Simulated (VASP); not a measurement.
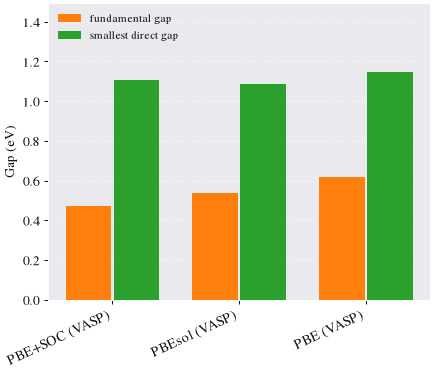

Gaps of PbSe, space group F-43m, 2 atoms in the cell, zincblende type, at several levels of theory on one cell (VASP, plane waves and PAW; edges over the mesh and the special points).

Q: How does the gap depend on the level, and does its kind change?

A: In rising order: PBE+SOC (VASP) 0.47 eV, PBEsol (VASP) 0.54 eV and PBE (VASP) 0.62 eV. It is indirect at every level.
